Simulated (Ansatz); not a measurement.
# Geometry relaxation of AlGaN2

System: AlGaN2 (P-4m2, 16 atoms in the cell).
Method: DFT LDA, scalar-relativistic, plane waves, PAW, no spin polarisation (Ansatz 0.2.0).

The structure derives from a Materials Project entry. It belongs to a series of runs on one base structure; here: 0 of 4 Ga sites taken by Zn, cell and atoms relaxed. Figures and captions count atoms from 1; the log counts them from 0 in places.

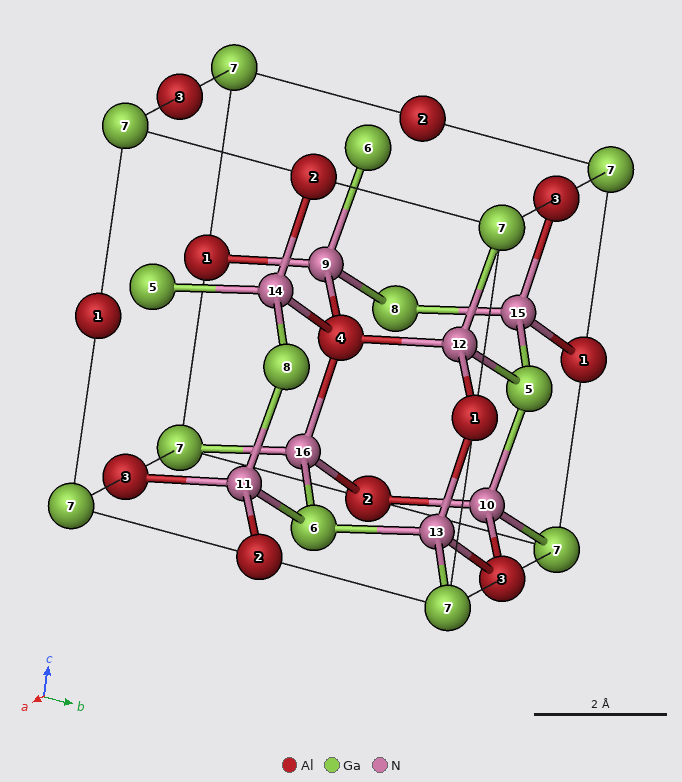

**Figure 1.** The input geometry (ball-and-stick view of the cell of the calculation, seen slightly off an axis; atoms are numbered from 1 in the order of the input). An atom can appear more than once, as a periodic image. Near neighbours in the periodic cell (some may lie outside the picture): Al has 4 N at 1.88 Å; Ga has 4 N at 1.93 Å; N has 2 Al at 1.88 Å and 2 Ga at 1.93 Å.

The input:
```yaml
crystal:
  lattice:
    - [-3.1152864668, -3.1152864668, -4.384330198]
    - [3.1152864668, -3.1152864668, 4.384330198]
    - [-3.1152864668, 3.1152864668, 4.384330198]
  atoms:
    - { symbol: Al, position: [0.0, 0.0, 0.5] }
    - { symbol: Al, position: [0.0, 0.5, 0.0] }
    - { symbol: Al, position: [0.5, 0.0, 0.0] }
    - { symbol: Al, position: [0.5, 0.5, 0.5] }
    - { symbol: Ga, position: [0.5, 0.0, 0.5] }
    - { symbol: Ga, position: [0.5, 0.5, 1.0] }
    - { symbol: Ga, position: [1.0, 0.0, 1.0] }
    - { symbol: Ga, position: [1.0, 0.5, 0.5] }
    - { symbol: "N", position: [0.25, 0.3700256628, 0.6200256628] }
    - { symbol: "N", position: [0.25, 0.8700256628, 0.1200256628] }
    - { symbol: "N", position: [0.75, 0.3700256628, 0.1200256628] }
    - { symbol: "N", position: [0.75, 0.8700256628, 0.6200256628] }
    - { symbol: "N", position: [0.75, 0.8799743372, 0.1299743372] }
    - { symbol: "N", position: [0.75, 0.3799743372, 0.6299743372] }
    - { symbol: "N", position: [0.25, 0.8799743372, 0.6299743372] }
    - { symbol: "N", position: [0.25, 0.3799743372, 0.1299743372] }
basis:
  ecutwfc: 420
kpoints:
  mp_grid: { grid: [8, 8, 8] }
hamiltonian:
  xc: lda
scf:
  occupations: { method: gaussian, width: 0.1 }
output:
  forces: true
  stress: true
  eigenvalues: true
relax:
  adjacent_minimum: "off"
  f_tol: 0.015
  max_steps: 60
  cell: { stress_tol: 0.15 }
```

Run as:
```bash
ansatz run input.yaml --threads 2 --pin off --max-ram 5120MiB --backend cpu --events-out ev --progress --plain --runs-dir out
```

What the program printed:
```
Engine: ansatz 0.2.0, x86_64-unknown-linux-gnu
Pseudopotentials: kind: paw
Pseudopotential: Al, paw, valence charge 3, recommended cutoff 420 eV (normal), Al.paw.azcp
Pseudopotential: Ga, paw, valence charge 13, recommended cutoff 420 eV (normal), Ga.paw.azcp
Pseudopotential: N, paw, valence charge 5, recommended cutoff 420 eV (normal), N.paw.azcp
Functional definition: SPW92
  exchange = slater_x
  correlation = pw_c
Crystal: 16 atoms, lattice volume = 170.200 Å³
Basis set: ecut = 420 eV, 3343 PW (Γ)
Bands: 68, of which v1, the nominal top of the filled ones, is band 52 counted from 1 (51 counted from 0)
Symmetry: 32 space group operations
Space group: P-4m2 (ITA 115), of the structure as read, at distance tolerance 5.5e-5 Å
k-points: 59 of 512 (time reversal used)
Non-local potential: Al, projectors of the file, l = 0: 2, l = 1: 2, l = 2: 1
Non-local potential: Ga, projectors of the file, l = 0: 2, l = 1: 2, l = 2: 3, l = 3: 1
Non-local potential: N, projectors of the file, l = 0: 2, l = 1: 2, l = 2: 1
PAW form: soft (Blöchl's): semilocal exchange-correlation on the pseudo side does not see the compensation charge
PAW frozen core: Al, regenerated for the run's functional, and the local potential with it (the file was generated under x = pbe(κ = 0.804, μ = 0.2195149727645171), c = pbe(β = 0.06672455060314922))
PAW frozen core: Ga, regenerated for the run's functional, and the local potential with it (the file was generated under x = pbe(κ = 0.804, μ = 0.2195149727645171), c = pbe(β = 0.06672455060314922))
PAW frozen core: N, regenerated for the run's functional, and the local potential with it (the file was generated under x = pbe(κ = 0.804, μ = 0.2195149727645171), c = pbe(β = 0.06672455060314922))
PAW one-centre angular grid: Al, 110 points (default); XC on 64 Gauss nodes
PAW one-centre angular grid: Ga, 590 points (default); XC on 64 Gauss nodes
PAW one-centre angular grid: N, 110 points (default); XC on 64 Gauss nodes
Initial density: superposition of atomic densities (neutral atoms: chi_scale 0, normalization atom), corrected by the library's trained network
Initial wavefunctions: pseudopotential atomic-orbital guess
Functional: x = slater, c = lda
SCF iter   1: F=—  HF=-19887.634538 eV  |F-HF|=—  |Δ(HF+E_count)|=         —  Δρ=1.13e-2  dr2=2.17e-1  ethr=1.77e-3  ⟨swp⟩=7.9  Hψ=17945  notcnv=0  defer=34
preconditioner: auto → Resta (q_TF=auto, 2.513 Å⁻¹)  ε∞=4.4  [insulator: Δε(μ)=2.967 eV  Ē_g=15.719 eV  σ=0.100 eV  W_gap=1.00  n_scr=58 (ndim 8)  ℏωp=29.0 eV  f_vac=0.000  D(μ)=0.00/eV (n_scr^D=0)  ε∞_Penn≈4.4]
SCF iter   2: F=—  HF=-19887.572020 eV  |F-HF|=—  |Δ(HF+E_count)|=   6.25e-2  Δρ=3.44e-3  dr2=1.09e-2  ethr=2.09e-4  ⟨swp⟩=2.0  Hψ=6064  notcnv=0  defer=288
SCF iter   3: F=—  HF=-19887.568627 eV  |F-HF|=—  |Δ(HF+E_count)|=   3.39e-3  Δρ=1.50e-3  dr2=2.09e-3  ethr=1.05e-5  ⟨swp⟩=1.9  Hψ=3541  notcnv=0  defer=288
SCF iter   4: F=—  HF=-19887.567862 eV  |F-HF|=—  |Δ(HF+E_count)|=   7.64e-4  Δρ=1.25e-4  dr2=1.32e-5  ethr=2.01e-6  ⟨swp⟩=2.0  Hψ=4748  notcnv=0  defer=288
SCF iter   5: F=—  HF=-19887.567936 eV  |F-HF|=—  |Δ(HF+E_count)|=   7.40e-5  Δρ=1.78e-5  dr2=5.22e-7  ethr=1.27e-8  ⟨swp⟩=2.0  Hψ=6433  notcnv=0  defer=288
SCF iter   6: F=-19887.567936 eV  HF=-19887.567936 eV  |F-HF|=8.15e-9  |Δ(HF+E_count)|=   1.17e-7  Δρ=3.07e-6  dr2=1.42e-8  ethr=9.62e-11  ⟨swp⟩=12.3  Hψ=17928  notcnv=0
SCF 1 converged in 6 iterations: F = -19887.567936 eV  dr2 = 1.42e-8
  greatest PAW one-centre occupation: 0.996 electrons in one spin orbital (limit 2), on the Ga atom at site 7 (counted from 0), in its partial waves of l = 2
relax step   1: F+E_penalty+E_count = -19887.56793603 eV  Δ(F+E_penalty+E_count) = +0.000e0 eV  max|allowed force component| = 4.547e-4 eV/Å  Δτ_max = 0.0000 Å  P = -0.006 GPa  Ω = 170.200 Å³  (6 SCF iters, dr2 threshold 1.00e-7 eV, accepted)
Initial density: handed on by an earlier stage of this run
Initial wavefunctions: pseudopotential atomic-orbital guess (no wavefunctions were taken with the density)
iter 1 solved again at ethr=4.94e-8 eV; its pass at ethr=3.10e-3 eV (dr2=5.14e-5 eV) is discarded
SCF iter   1: F=—  HF=-19887.567858 eV  |F-HF|=—  |Δ(HF+E_count)|=         —  Δρ=3.05e-6  dr2=1.41e-8  ethr=4.94e-8  ⟨swp⟩=3.1  Hψ=28867  notcnv=0
preconditioner: auto → Resta (q_TF=auto, 2.513 Å⁻¹)  ε∞=4.4  [insulator: Δε(μ)=3.055 eV  Ē_g=15.751 eV  σ=0.100 eV  W_gap=1.00  n_scr=58 (ndim 8)  ℏωp=29.0 eV  f_vac=0.000  D(μ)=0.00/eV (n_scr^D=0)  ε∞_Penn≈4.4]
SCF iter   2: F=—  HF=-19887.567936 eV  |F-HF|=—  |Δ(HF+E_count)|=   7.84e-5  Δρ=1.82e-6  dr2=4.63e-9  ethr=1.36e-11  ⟨swp⟩=2.1  Hψ=7089  notcnv=0
SCF iter   3: F=—  HF=-19887.567936 eV  |F-HF|=—  |Δ(HF+E_count)|=  3.97e-10  Δρ=1.04e-6  dr2=1.75e-9  ethr=4.45e-12  ⟨swp⟩=2.0  Hψ=4775  notcnv=0
SCF iter   4: F=-19887.567936 eV  HF=-19887.567936 eV  |F-HF|=0.00e0  |Δ(HF+E_count)|=  2.95e-10  Δρ=9.55e-8  dr2=9.45e-12  ethr=1.38e-12  ⟨swp⟩=7.6  Hψ=12937  notcnv=0
SCF 2 converged in 4 iterations: F = -19887.567936 eV  dr2 = 9.45e-12
relax step   2: F+E_penalty+E_count = -19887.56793604 eV  Δ(F+E_penalty+E_count) = -6.545e-9 eV  max|allowed force component| = 4.616e-4 eV/Å  Δτ_max = 0.0000 Å  P = -0.006 GPa  Ω = 170.200 Å³  stress off target by 7.30e-3 GPa  SCF on the basis re-selected at this cell (its energy is not comparable with the rows above)  (4 SCF iters)
```

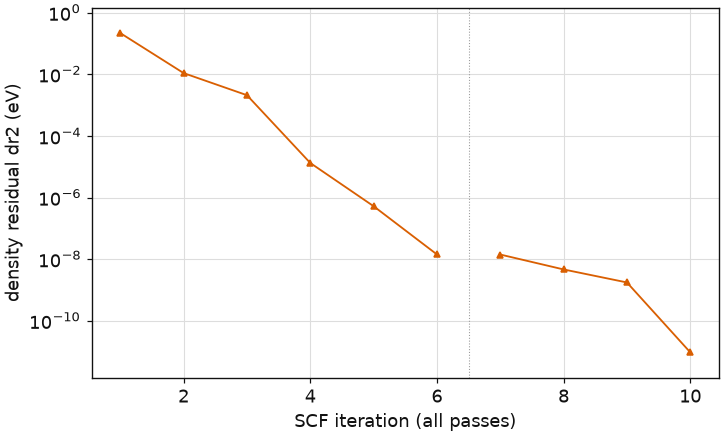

**Figure 2.** Convergence of the self-consistent field: density residual dr2 against the SCF iteration. The dotted lines part the SCF passes of the relaxation: geometry steps, rejected trials and re-solves on a re-selected basis. The passes take 6 and 4 iterations.

```
basis re-selected at this cell: Δ(F+E_penalty+E_count) = -6.545e-9 eV, ΔP = +0.000 GPa vs the last step (what re-selecting the basis moved, of the pressure what is left beyond the Pulay correction that the steps carried, after the strain that the cell walked since its last selection, with what the two solves' SCF thresholds leave and, on support functions, any second-order correction that the steps lacked; it is no measure of the basis error at this ecutwfc). This SCF's stress stands 7.30e-3 GPa from its target on what of the cell is left free (relax.cell.stress_tol is 1.50e-1 GPa) and its largest allowed force component is 4.62e-4 eV/Å (relax.f_tol is 1.50e-2 eV/Å): within both
SCF converged after 4 iterations
Free energy (F): -19887.567936 eV
Harris-Foulkes:  -19887.567936 eV  (|F-HF|=0.00e0)
Internal energy: -19887.567936 eV  (E = F + TS)
E sigma→0 (E₀):  -19887.567936 eV
Fermi energy:    9.946053 eV
--- Per-component energies (eV) ---
  E_band       = 0.647217
  E_kinetic    = 1630.056798
  E_local      = -9819.290659  (includes V_loc(G=0)·N_el)
  E_nonlocal   = 2141.556884
  E_hartree    = 4440.281834
  E_xc         = -915.952111
  E_vxc        = -969.971115  (∫ρ·V_xc dr)
  E_paw        = -10388.526760  (= ΣΔE_a)
  E_vpaw       = -1862.268752  (= ΣTr[D̂ρ^β])
  E_aug_tail   = 0.000247  (compensation charges beyond the density's cutoff)
  E_ewald      = -6983.471307
  E_core_change = 7.777138  (= ΣΔE_core)
  E_smearing   = -0.000000  (= −TS)
  E_closure    = 0.000000  (closes the sum)
  Σ components = -19887.567936   (vs F -19887.567936, Δ=0.00e0)
--- Forces (eV/Å), atoms counted from 1 ---
  atom   1  Al    -0.00000000    -0.00000000     0.00000000
  atom   2  Al    -0.00000000     0.00000000     0.00000000
  atom   3  Al    -0.00000000    -0.00000000     0.00000000
  atom   4  Al    -0.00000000    -0.00000000     0.00000000
  atom   5  Ga    -0.00000000     0.00000000    -0.00000000
  atom   6  Ga    -0.00000000     0.00000000    -0.00000000
  atom   7  Ga    -0.00000000    -0.00000000     0.00000000
  atom   8  Ga    -0.00000000     0.00000000    -0.00000000
  atom   9  N      0.00000000     0.00000000    -0.00046161
  atom  10  N      0.00000000     0.00000000    -0.00046161
  atom  11  N      0.00000000     0.00000000    -0.00046161
  atom  12  N      0.00000000     0.00000000    -0.00046161
  atom  13  N      0.00000000     0.00000000     0.00046161
  atom  14  N      0.00000000    -0.00000000     0.00046161
  atom  15  N      0.00000000     0.00000000     0.00046161
  atom  16  N      0.00000000    -0.00000000     0.00046161
  max |Σ_I F_I| component: 3.17e-16 eV/Å
--- Stress (GPa, compression-positive) ---
       -0.007295      -0.000000      -0.000000
       -0.000000      -0.007295       0.000000
       -0.000000       0.000000      -0.002292
  P = ⅓ Tr σ = -0.0056 GPa (-0.056 kbar)
--- Band table (eV; the first three rows and the last of 59) ---
  k-point 0: bands = ["-7.1329", "-6.0192", "-6.0192", "-5.7466", "-5.7466", "-5.7262", "-5.6685", "-5.6685", "-4.7184", "-4.7080", "-4.7080", "-4.6943", "-4.6943", "-4.6618", "-4.5715", "-4.5715", "-4.5671", "-4.5671", "-4.5369", "-4.5320", "-4.4860", "-3.8563", "-3.8563", "-3.3151", "-3.3151", "-3.1759", "-3.0744", "-3.0744", "1.4106", "1.4106", "2.0647", "2.0647", "2.1529", "2.7518", "3.3695", "6.0134", "6.0134", "6.0483", "6.0804", "6.0804", "6.1018", "7.4404", "7.4404", "7.5239", "7.5239", "7.7990", "7.7990", "7.8202", "7.8202", "8.1941", "8.4175", "8.4175", "11.4724", "11.6788", "11.6788", "11.9226", "13.7371", "13.7371", "14.7731", "15.1037", "15.1037", "15.9998", "17.1556", "17.6151", "17.6151", "17.9289", "17.9289", "18.6270"]
  k-point 1: bands = ["-7.0799", "-6.0319", "-6.0059", "-5.7527", "-5.7435", "-5.7285", "-5.6816", "-5.6712", "-4.7127", "-4.7118", "-4.7076", "-4.6973", "-4.6949", "-4.6546", "-4.5755", "-4.5729", "-4.5685", "-4.5640", "-4.5432", "-4.5377", "-4.4891", "-3.9267", "-3.8303", "-3.3723", "-3.3153", "-3.2031", "-3.1182", "-3.0942", "1.4971", "1.5868", "2.1589", "2.2390", "2.2608", "2.8371", "3.4423", "5.8360", "5.8552", "5.9230", "6.0640", "6.1258", "6.1406", "7.2537", "7.3894", "7.4072", "7.4685", "7.5102", "7.7391", "7.7630", "7.8039", "7.9344", "8.2787", "8.3840", "11.7583", "11.9000", "11.9139", "12.1497", "13.8591", "13.9956", "14.9618", "15.1755", "15.2857", "16.1532", "17.1538", "17.2817", "17.2973", "17.4687", "17.8462", "18.7469"]
  k-point 2: bands = ["-6.9281", "-6.0866", "-5.9677", "-5.7653", "-5.7357", "-5.7347", "-5.7192", "-5.6790", "-4.7152", "-4.7064", "-4.6984", "-4.6967", "-4.6965", "-4.6352", "-4.5896", "-4.5883", "-4.5722", "-4.5626", "-4.5553", "-4.5418", "-4.4981", "-4.1370", "-3.7583", "-3.4454", "-3.3119", "-3.2720", "-3.2314", "-3.1450", "1.7462", "1.9695", "2.4290", "2.5137", "2.8056", "3.0265", "3.5988", "5.4240", "5.4629", "5.5727", "6.2096", "6.2753", "6.2935", "6.7936", "6.8595", "6.8877", "7.0727", "7.2670", "7.2900", "7.5425", "7.7612", "7.8129", "8.2023", "8.2914", "12.3679", "12.4748", "12.4761", "12.7193", "14.0229", "14.5059", "15.3425", "15.4903", "15.5385", "16.4808", "16.5563", "16.5907", "16.8932", "17.6666", "17.9703", "19.0594"]
  k-point 58: bands = ["-6.3785", "-6.0312", "-5.9688", "-5.9688", "-5.8275", "-5.8275", "-5.7126", "-5.7126", "-4.7160", "-4.7160", "-4.7072", "-4.6884", "-4.6884", "-4.6318", "-4.6318", "-4.6121", "-4.5679", "-4.5679", "-4.5339", "-4.5135", "-4.4858", "-4.3267", "-3.9163", "-3.9163", "-3.6362", "-3.6362", "-2.9042", "-2.9042", "3.0037", "3.0037", "3.0476", "3.9093", "3.9093", "3.9869", "4.3023", "4.5770", "5.0704", "5.0752", "5.0752", "5.3807", "5.3807", "5.4728", "5.4728", "5.8744", "6.8034", "6.8034", "7.3944", "7.3944", "7.4186", "7.4186", "7.6905", "7.6905", "13.7290", "13.8621", "14.5846", "14.5846", "15.6023", "15.6023", "15.6749", "15.6749", "16.4373", "16.4373", "16.4449", "16.8815", "16.8815", "17.4371", "17.6550", "18.6801"]
--- Relaxed structure (1 steps of the walk, 1 accepted, 1 SCFs on fresh bases) ---
  F+E_penalty+E_count = -19887.56793604 eV   max|allowed force component| = 4.616e-4 eV/Å   (the final SCF, on the basis selected at the relaxed cell)
  cell:  # Å, volume = 170.1999 Å³
    - [-3.1152864668, -3.1152864668, -4.384330198]
    - [3.1152864668, -3.1152864668, 4.384330198]
    - [-3.1152864668, 3.1152864668, 4.384330198]
  atoms:
    - { symbol: Al, position: [0.0, 0.0, 0.5] }
    - { symbol: Al, position: [0.0, 0.5, 0.0] }
    - { symbol: Al, position: [0.5, 0.0, 0.0] }
    - { symbol: Al, position: [0.5, 0.5, 0.5] }
    - { symbol: Ga, position: [0.5, 0.0, 0.5] }
    - { symbol: Ga, position: [0.5, 0.5, 1.0] }
    - { symbol: Ga, position: [1.0, 0.0, 1.0] }
    - { symbol: Ga, position: [1.0, 0.5, 0.5] }
    - { symbol: N, position: [0.25000000000000006, 0.3700256628, 0.6200256628] }
    - { symbol: N, position: [0.2500000000000001, 0.8700256628000003, 0.1200256628000001] }
    - { symbol: N, position: [0.75, 0.37002566280000004, 0.12002566280000002] }
    - { symbol: N, position: [0.7500000000000001, 0.8700256628000003, 0.6200256628] }
    - { symbol: N, position: [0.7499999999999999, 0.8799743372, 0.12997433720000004] }
    - { symbol: N, position: [0.75, 0.3799743372, 0.6299743372] }
    - { symbol: N, position: [0.25000000000000006, 0.8799743372, 0.6299743372] }
    - { symbol: N, position: [0.24999999999999997, 0.3799743372, 0.12997433719999998] }
```

Trajectory as extended XYZ (Å, eV, eV/Å), 2 frames, from step=1 to step=2:
```
16
Lattice="-3.1153 -3.1153 -4.3843 3.1153 -3.1153 4.3843 -3.1153 3.1153 4.3843" Properties=species:S:1:pos:R:3:forces:R:3 step=1 energy=-19887.56794 pressure_GPa=-0.01
Al   -1.5576    1.5576    2.1922    0.0000   0.0000   0.0000
Al    1.5576   -1.5576    2.1922    0.0000   0.0000   0.0000
Al   -1.5576   -1.5576   -2.1922    0.0000   0.0000   0.0000
Al   -1.5576   -1.5576    2.1922    0.0000   0.0000   0.0000
Ga   -3.1153    0.0000    0.0000    0.0000   0.0000   0.0000
Ga   -3.1153    0.0000    4.3843    0.0000   0.0000   0.0000
Ga   -6.2306    0.0000    0.0000    0.0000   0.0000   0.0000
Ga   -3.1153   -3.1153    0.0000    0.0000   0.0000   0.0000
N    -1.5576    0.0000    3.2446    0.0000   0.0000  -0.0005
N     1.5576   -3.1153    3.2446    0.0000   0.0000  -0.0005
N    -1.5576   -3.1153   -1.1397    0.0000   0.0000  -0.0005
N    -1.5576   -3.1153    3.2446    0.0000   0.0000  -0.0005
N     0.0000   -4.6729    1.1397    0.0000   0.0000   0.0005
N    -3.1153   -1.5576    1.1397    0.0000   0.0000   0.0005
N     0.0000   -1.5576    5.5240    0.0000   0.0000   0.0005
N     0.0000   -1.5576    1.1397    0.0000   0.0000   0.0005
16
Lattice="-3.1153 -3.1153 -4.3843 3.1153 -3.1153 4.3843 -3.1153 3.1153 4.3843" Properties=species:S:1:pos:R:3:forces:R:3 step=2 energy=-19887.56794 pressure_GPa=-0.01
Al   -1.5576    1.5576    2.1922    0.0000   0.0000   0.0000
Al    1.5576   -1.5576    2.1922    0.0000   0.0000   0.0000
Al   -1.5576   -1.5576   -2.1922    0.0000   0.0000   0.0000
Al   -1.5576   -1.5576    2.1922    0.0000   0.0000   0.0000
Ga   -3.1153    0.0000    0.0000    0.0000   0.0000   0.0000
Ga   -3.1153    0.0000    4.3843    0.0000   0.0000   0.0000
Ga   -6.2306    0.0000    0.0000    0.0000   0.0000   0.0000
Ga   -3.1153   -3.1153    0.0000    0.0000   0.0000   0.0000
N    -1.5576    0.0000    3.2446    0.0000   0.0000  -0.0005
N     1.5576   -3.1153    3.2446    0.0000   0.0000  -0.0005
N    -1.5576   -3.1153   -1.1397    0.0000   0.0000  -0.0005
N    -1.5576   -3.1153    3.2446    0.0000   0.0000  -0.0005
N     0.0000   -4.6729    1.1397    0.0000   0.0000   0.0005
N    -3.1153   -1.5576    1.1397    0.0000   0.0000   0.0005
N     0.0000   -1.5576    5.5240    0.0000   0.0000   0.0005
N     0.0000   -1.5576    1.1397    0.0000   0.0000   0.0005
```

Results in brief:

- outcome: converged
- space group (tolerance 0.01 Å): P-4m2 (115)
- electrons treated: 104
- free energy: −19887.5679 eV
- Fermi energy: 9.946 eV
- gap on the k-point mesh: 3.05 eV
- pressure: −0.01 GPa
- final volume: 170.20 Å³
- largest force (length of the vector) at the end: under 0.001 eV/Å
- final cell: a = 6.215 Å, b = 6.215 Å, c = 6.215 Å, α = 90.28°, β = 119.84°, γ = 119.84°
- hardware: 2 threads of Oxide Virtual Turin-like (Zen 5), 32 GiB of memory available, shared host
- wall time: 40 s (CPU time 77 s)
- peak memory: 0.83 GiB
